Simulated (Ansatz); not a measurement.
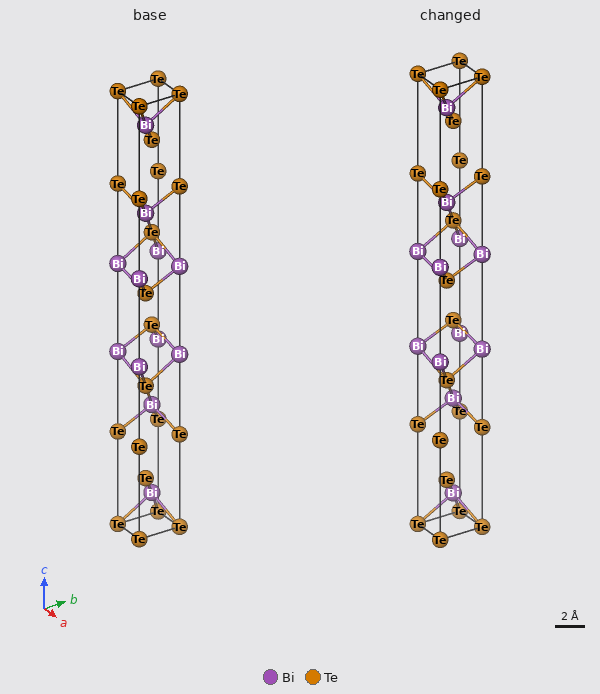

Left: crystalline Bi₂Te₃ (built on the tetradymite type). Right: the same structure after one change, at the same scale. A ball-and-stick model of the conventional cell (3 times the calculation's cell), seen slightly off an axis. Lengths and directions refer to the drawn axes.

These are results of DFT, r2SCAN with spin-orbit coupling, plane waves, PAW in Ansatz, not measurements. Settings: plane-wave cutoff 500 eV; k-point mesh 8 × 8 × 8; occupations fermi dirac; smearing width 0.02 eV; spin-orbit.

### What was changed?

All lengths are scaled by +4.0 % (volume +12.5 %) and atoms are displaced by up to 0.25 Å (root mean square over those that move 0.20 Å) relative to the cell. No relaxation follows.

### What does the change do?

Some distances before and after: Bi–Te 3.254 → 3.312 Å, Bi–Te 3.061 → 3.109 Å. The space group stays R-3m (No. 166). The energy rises by 15.8 meV per atom. The pressure goes from 1.3 to −1.3 GPa. The principal stresses (compression positive) are −0.2 GPa along c and −1.9 GPa across it. The largest forces, 0.084 eV/Å, act on 2 Te atoms of the calculation's cell. The forces mostly point back along the displacements (cosine −0.90). The band gap of 0.13 eV closes: the variant is metallic.
